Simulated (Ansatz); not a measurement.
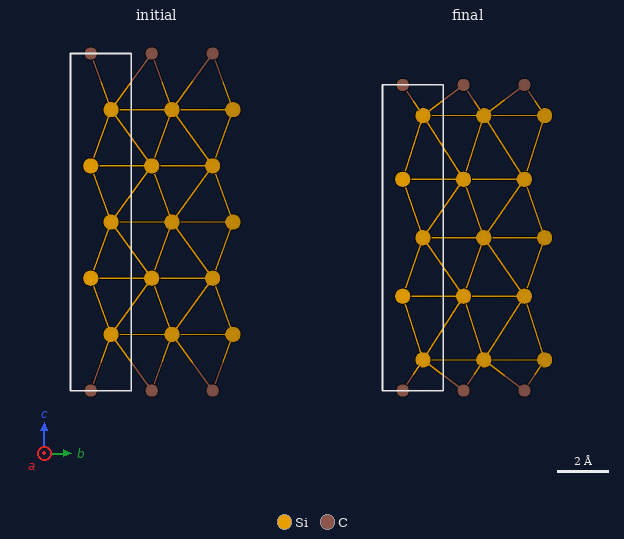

The structure of a crystal of Si5C (a generated structure, set up in P-6m2) (coarse preliminary run) before (left) and after (right) a relaxation, at one scale.

A ball-and-stick model of the cell of the calculation, repeated 1 × 3 × 1 with one cell outlined, seen along the a axis.

All numbers below come from DFT PBE, scalar-relativistic, plane waves, PAW (Ansatz).

The input:
```yaml
crystal:
  lattice:
    - [2.77651066, 0.0, 0.0]
    - [-1.38825533, 2.40452877, 0.0]
    - [0.0, 0.0, 13.30012258]
  atoms:
    - { symbol: Si, position: [0.33333333, 0.66666667, 0.83333333] }
    - { symbol: Si, position: [0.33333333, 0.66666667, 0.16666667] }
    - { symbol: Si, position: [0.33333333, 0.66666667, 0.5] }
    - { symbol: Si, position: [0.66666667, 0.33333333, 0.33333333] }
    - { symbol: Si, position: [0.66666667, 0.33333333, 0.66666667] }
    - { symbol: C, position: [0.66666667, 0.33333333, 0.0] }
basis:
  ecutwfc: 420
kpoints:
  mp_grid: { grid: [6, 6, 2] }
hamiltonian:
  xc: pbe
scf:
  occupations: { method: gaussian, width: 0.1 }
  lower_state_search: "off"
output:
  forces: true
  stress: true
  eigenvalues: true
relax:
  adjacent_minimum: "off"
  f_tol: 0.04
  max_steps: 70
  cell: { stress_tol: 0.4 }
```

Command:
```bash
ansatz run input.yaml --threads 1 --pin off --max-ram 2560MiB --backend cpu --events-out ev --progress --plain --runs-dir out
```

### Describe what moved and what it gained.

The energy falls by 597 meV per atom in 9 accepted moves (11 points after the start). The largest force component goes from 1.4 to 0.036 eV/Å. The pressure goes from −8.67 to −0.05 GPa. The line search rejected the trial step at point 9 of the run. At 1 point the geometry stayed and the basis and grid were re-selected for the new cell (energy shift of 0.3 meV per atom at most each time). The largest moves relative to the cell, 0.80 Å, are those of Si1 and Si2. Si1 goes along +c. C stays in place. The volume changes by −9.7 %, with a = b 2.777 → 2.771 Å (−0.2 %), c 13.300 → 12.060 Å (−9.3 %). Some distances before and after: Si1–Si2 4.433 → 2.421 Å, Si1–C6 2.736 → 2.006 Å, Si1–Si5 2.736 → 2.979 Å, Si3–Si4 2.736 → 2.807 Å. The space group stays P-6m2 (No. 187).

Limits of the set-up: the k-point mesh is coarse for a cell with partly filled bands.
